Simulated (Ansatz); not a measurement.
# Run report: MnAs, geometry relaxation (part 2 of 2)

The same run, continued: MnAs (4 atoms in the cell); DFT PBEsol, scalar-relativistic, plane waves, PAW, spin-polarised (Ansatz 0.2.0); cutoff 420 eV, 12×12×8 k-mesh, Gaussian smearing of 0.1 eV, collinear spins. The structure derives from an entry of the Crystallography Open Database. It belongs to a series of runs on one base structure; here: volume × 1.03, shape and atoms relaxed.

Geometry of the input (Å; fractional positions):
```
3.6102  0.0000  0.0000
-1.8051  3.1265  0.0000
0.0000  0.0000  5.3877
Mn 0.0000  0.0000  0.0000
Mn 0.0000  0.0000  0.5000
As 0.3333  0.6667  0.2500
As 0.6667  0.3333  0.7500
```

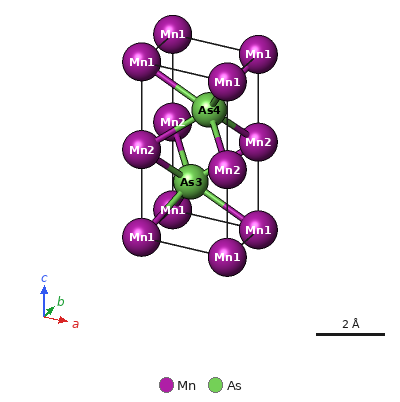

The geometry at step 2 of the log (ball-and-stick view of the cell of the calculation, seen slightly off an axis; atoms are numbered from 1 in the order of the input).

**Output, continued**
```
Internal energy: -17364.425579 eV  (E = F + TS)
E sigma→0 (E₀):  -17364.431827 eV
Entropy (-TS):   -0.012496 eV (-3.124 meV/atom)
Fermi energy:    15.009474 eV
--- Per-component energies (eV) ---
  E_band       = -813.742592
  E_kinetic    = 822.319186
  E_local      = -6730.967455  (includes V_loc(G=0)·N_el)
  E_nonlocal   = -843.959142
  E_hartree    = 3266.471983
  E_xc         = -385.095593
  E_vxc        = -451.449209  (∫ρ·V_xc dr)
  E_paw        = -6132.529904  (= ΣΔE_a)
  E_vpaw       = -142.629606  (= ΣTr[D̂ρ^β])
  E_aug_tail   = -0.000001  (compensation charges beyond the density's cutoff)
  E_ewald      = -7362.936812
  E_core_change = 2.272158  (= ΣΔE_core)
  E_smearing   = -0.012496  (= −TS)
  E_closure    = 0.000000  (closes the sum)
  Σ components = -17364.438075   (vs F -17364.438075, Δ=0.00e0)
--- Forces (eV/Å), atoms counted from 1 ---
  atom   1  Mn     0.00000000     0.00000000     0.00000000
  atom   2  Mn     0.00000000     0.00000000    -0.00000000
  atom   3  As    -0.00000000    -0.00000000     0.00000000
  atom   4  As    -0.00000000     0.00000000     0.00000000
  max |Σ_I F_I| component: 4.63e-18 eV/Å
--- Stress (GPa, compression-positive) ---
       -2.630731       0.000000       0.000000
        0.000000      -2.630731       0.000000
        0.000000       0.000000      -2.594565
  P = ⅓ Tr σ = -2.6187 GPa (-26.187 kbar)
--- Band table (eV; the first three rows and the last of 190) ---
  k-point 0 ↑: bands = ["-65.4120", "-65.3933", "-34.3777", "-34.3777", "-34.3590", "-34.3590", "-34.2398", "-34.0581", "-20.8292", "-20.8292", "-20.8184", "-20.8184", "-20.8145", "-20.8133", "-20.8070", "-20.8070", "-20.8045", "-20.8045", "1.0970", "4.2320", "8.0626", "10.5651", "10.5651", "11.5177", "12.1585", "12.1585", "12.5082", "12.5082", "13.6249", "13.6249", "15.3124", "15.6553", "15.6553", "16.9983", "18.4990", "18.4990", "18.8840", "21.4518", "22.0526", "22.0526"]
  k-point 1 ↑: bands = ["-65.4113", "-65.3940", "-34.3770", "-34.3770", "-34.3597", "-34.3597", "-34.2329", "-34.0651", "-20.8288", "-20.8288", "-20.8188", "-20.8188", "-20.8145", "-20.8134", "-20.8069", "-20.8069", "-20.8046", "-20.8046", "1.1697", "3.9826", "8.4010", "10.6192", "10.6192", "11.5496", "12.1950", "12.1950", "12.4089", "12.4089", "13.4860", "13.4860", "15.1789", "15.8829", "15.8829", "16.5889", "18.4472", "18.4472", "19.0536", "21.7631", "22.0654", "22.0654"]
  k-point 2 ↑: bands = ["-65.4092", "-65.3960", "-34.3750", "-34.3750", "-34.3618", "-34.3618", "-34.2134", "-34.0850", "-20.8276", "-20.8276", "-20.8200", "-20.8200", "-20.8143", "-20.8135", "-20.8066", "-20.8066", "-20.8048", "-20.8048", "1.3858", "3.4219", "9.2125", "10.7790", "10.7790", "11.6051", "12.1341", "12.1341", "12.3013", "12.3013", "13.2113", "13.2113", "14.8603", "15.7014", "16.4012", "16.4012", "18.2830", "18.2830", "19.5116", "22.1287", "22.1287", "22.1718"]
  k-point 94 ↓: bands = ["-62.5769", "-62.5769", "-31.5397", "-31.5397", "-31.5384", "-31.5384", "-31.5191", "-31.5191", "-20.8425", "-20.8425", "-20.8414", "-20.8414", "-20.8312", "-20.8312", "-20.8234", "-20.8234", "-20.8226", "-20.8226", "3.9558", "3.9558", "9.5055", "9.5055", "10.2971", "10.2971", "12.5792", "12.5792", "15.1860", "15.1860", "15.2648", "15.2648", "16.0980", "16.0980", "16.3927", "16.3927", "19.4985", "19.4985", "21.8188", "21.8188", "23.5700", "23.5700"]
--- Relaxed structure (1 steps of the walk, 1 accepted, 1 SCFs on fresh bases) ---
  F+E_penalty+E_count = -17364.43807517 eV   max|allowed force component| = 1.793e-17 eV/Å   (the final SCF, on the basis selected at the relaxed cell)
  cell:  # Å, volume = 60.8130 Å³
    - [3.6101910925954397, 0.0, 0.0]
    - [-1.8050955462977198, 3.1265171987039495, 0.0]
    - [0.0, 0.0, 5.3877221328]
  atoms:
    - { symbol: Mn, position: [0.0, 0.0, 0.0] }
    - { symbol: Mn, position: [0.0, 0.0, 0.49999999999999994] }
    - { symbol: As, position: [0.33333333333333326, 0.6666666666666666, 0.24999999999999997] }
    - { symbol: As, position: [0.6666666666666667, 0.33333333333333326, 0.7499999999999999] }
--- Löwdin populations: 4 sites ---
  site symbol       q [e]    m [muB]
     0     Mn     14.4353     2.7583
     1     Mn     14.4353     2.7583
     2     As     15.4014    -0.1583
     3     As     15.4014    -0.1583
  spilling = 0.005445 (of n_electrons = 60.000000)
```

**Trajectory as extended XYZ (Å, eV, eV/Å), 2 frames, from step=1 to step=2**
```
4
Lattice="3.6102 0.0000 0.0000 -1.8051 3.1265 0.0000 0.0000 0.0000 5.3877" Properties=species:S:1:pos:R:3:forces:R:3 step=1 energy=-17364.43807 pressure_GPa=-2.62
Mn    0.0000    0.0000    0.0000    0.0000   0.0000   0.0000
Mn    0.0000    0.0000    2.6939    0.0000   0.0000   0.0000
As    0.0000    2.0843    1.3469    0.0000   0.0000   0.0000
As    1.8051    1.0422    4.0408    0.0000   0.0000   0.0000
4
Lattice="3.6102 0.0000 0.0000 -1.8051 3.1265 0.0000 0.0000 0.0000 5.3877" Properties=species:S:1:pos:R:3:forces:R:3 step=2 energy=-17364.43807 pressure_GPa=-2.62
Mn    0.0000    0.0000    0.0000    0.0000   0.0000   0.0000
Mn    0.0000    0.0000    2.6939    0.0000   0.0000   0.0000
As    0.0000    2.0843    1.3469    0.0000   0.0000   0.0000
As    1.8051    1.0422    4.0408    0.0000   0.0000   0.0000
```

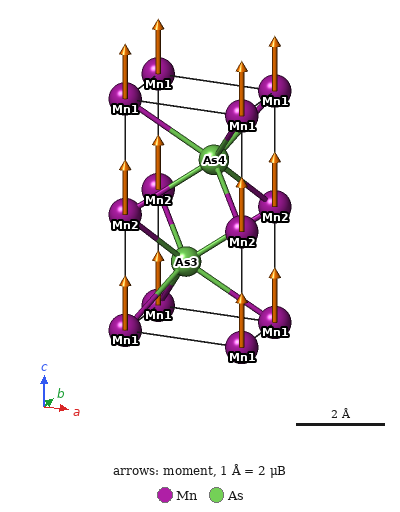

Magnetic moments of the sites as orange arrows (ball-and-stick view of the cell of the calculation, seen slightly off an axis; atoms are numbered from 1 in the order of the input); small moments hardly show. The run is collinear, so the axis drawn is arbitrary. Site moments: Mn1, Mn2 (2.58 μB); As3, As4 (−0.09 μB). They are counted near the atoms and needn't add up to the moment of the cell.

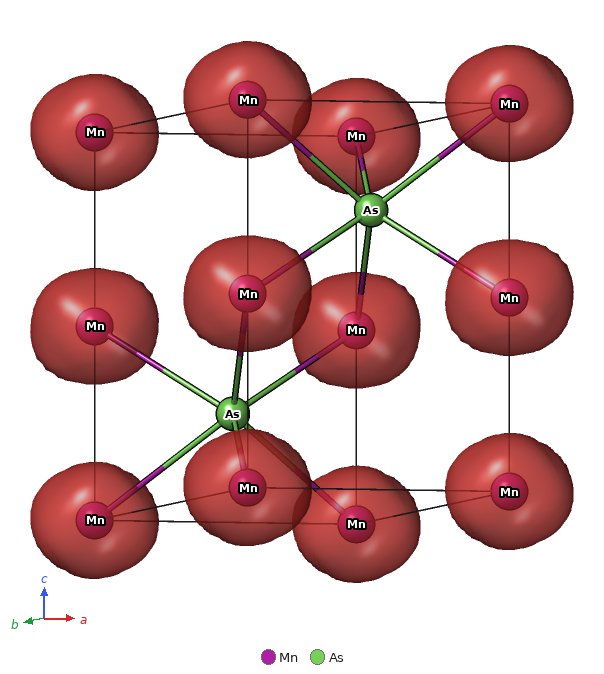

Isosurface of the spin density (up minus down) at +0.2 e/Å³ (red), seen at an oblique angle. Sticks mark near contacts. The outline is the cell set on symmetry axes. The cell of the calculation (4 atoms) carries 5.2 μB net. In a PAW calculation such maps are meaningful between the atoms, not at the nuclei.

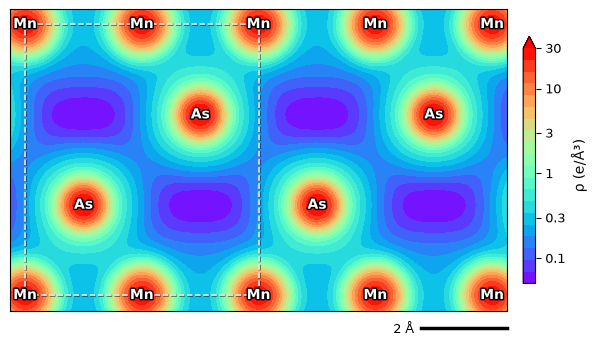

Valence charge density (pseudo) on the (110) plane of the conventional cell. Atoms in the plane: Mn and As. Mn–As (2.48 Å): ρ at the midpoint is about 0.42 e/Å³. Away from the nuclei the density in this plane falls to 0.05 e/Å³ at its lowest.

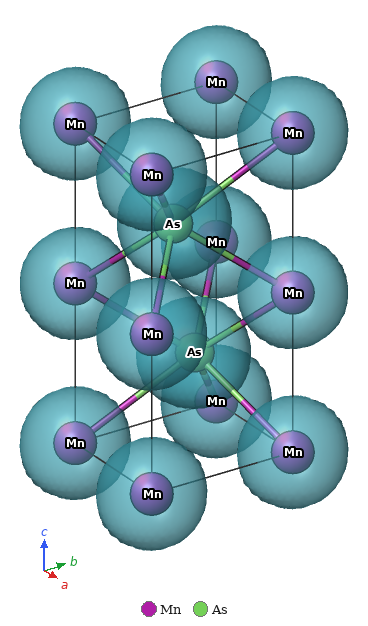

Isosurface of the valence charge density (pseudo) at 0.6 e/Å³ (cyan), seen slightly off an axis. Sticks mark near contacts. The outline is the cell set on symmetry axes. At this value the density breaks into separate islands; it holds about 80 % of the electrons treated as valence (semicore included). It is pinched off along the Mn–As (2.48 Å) contacts. On the grid the lowest density along these lines, outside the cores, is 0.41 e/Å³ (Mn–As, 2.48 Å).

**Results in brief**

- outcome: converged
- space group (tolerance 0.01 Å): P6₃/mmc (194)
- electrons treated: 60
- free energy: −17364.4381 eV
- Fermi energy: 15.009 eV
- gap on the k-point mesh: none (metallic)
- net moment of the cell: 5.20 μB
- integrated absolute moment: 5.76 μB
- pressure: −2.62 GPa
- final volume: 60.81 Å³
- largest force (length of the vector) at the end: under 0.001 eV/Å
- final cell: a = 3.610 Å, b = 3.610 Å, c = 5.388 Å, α = 90.00°, β = 90.00°, γ = 120.00°
- wall time: 2.6 min
- peak memory: 0.65 GiB
